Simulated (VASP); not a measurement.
**La2O3: density, localisation and related maps**

```
La O
1.0
     0.00000    0.00000   -3.28989
     3.18514   -5.51682    0.00000
    -6.37027    0.00000    0.00000
La O
2 3
Direct
  0.49144 0.68121 0.33684
  0.50319 0.32585 0.66438
  0.98818 0.00503 0.50151
  0.00536 0.49523 0.00368
  0.00354 0.50031 0.50372
```

Space group P1; a structure from a database of computed crystals, not necessarily the ambient phase; changed on purpose from its base cell (atoms moved at random by about 0.05 A); not relaxed (largest force 1.4 eV/Å).

These are results of Kohn-Sham DFT of a periodic cell, PBE, VASP PAW PBE potentials, recommended (VASP 6.6.1), not measurements.

The density is the valence pseudo-density of a PAW calculation; it isn't the true density close to the nuclei.

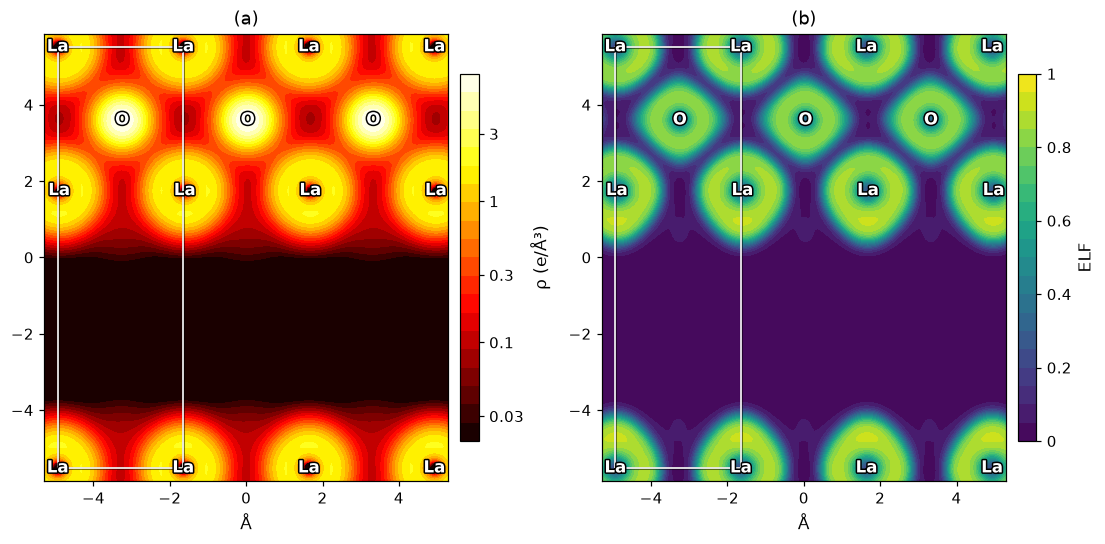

Figure 1. (a) valence charge density (pseudo); (b) ELF on the (011) plane of the conventional cell.

Question: Read the bonding off the picture.

Answer: Atoms in the plane: La and O.
La–O (2.47 Å): ρ is about 0.41 e/Å³ halfway; the ELF is about 0.20 at the midpoint: a largely ionic contact.
La–O (2.55 Å): ρ is about 0.35 e/Å³ halfway; the ELF is about 0.20 at the midpoint: a largely ionic contact.
The density dies away to nearly zero in the voids.
The features right at La lie inside the PAW spheres, where the map follows smoothed inner orbitals and isn't to be read closely.

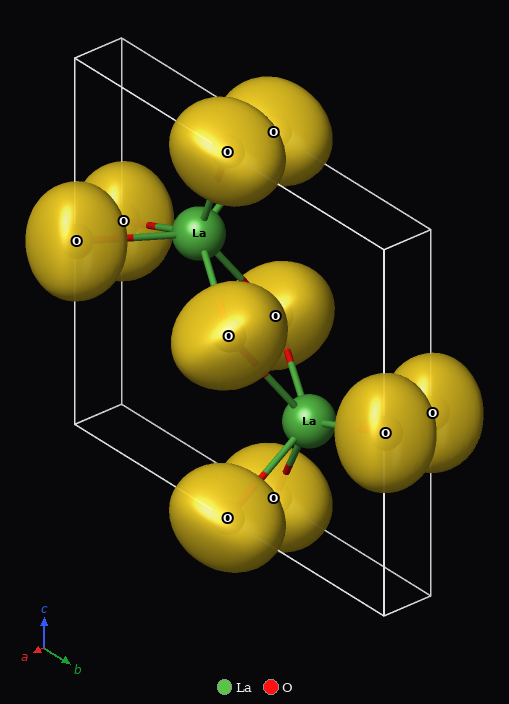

Figure 2. Isosurface of the electron localisation function at 0.65 (yellow), seen slightly off an axis. Core shells and regions of very low density are left out. Sticks mark near contacts.

Question: Where are the electrons localised?

Answer: The ELF exceeds this value in three regions wrapped around O (the valence shell of each), counted in one cell of 5 atoms. Any copies at cell faces, edges or corners count once. Profiles from the grid: La–O (2.38 Å): the ELF is about 0.25 at the midpoint: a closed-shell, largely ionic contact. La–O (2.44 Å): the ELF is about 0.25 at the midpoint (a closed-shell, largely ionic contact).

Question: Does the calculation give a band gap?

Answer: It is gapped, with a Kohn–Sham gap of 1.6 eV on the k-point mesh (the band edges may lie off the mesh, which would make the gap smaller).
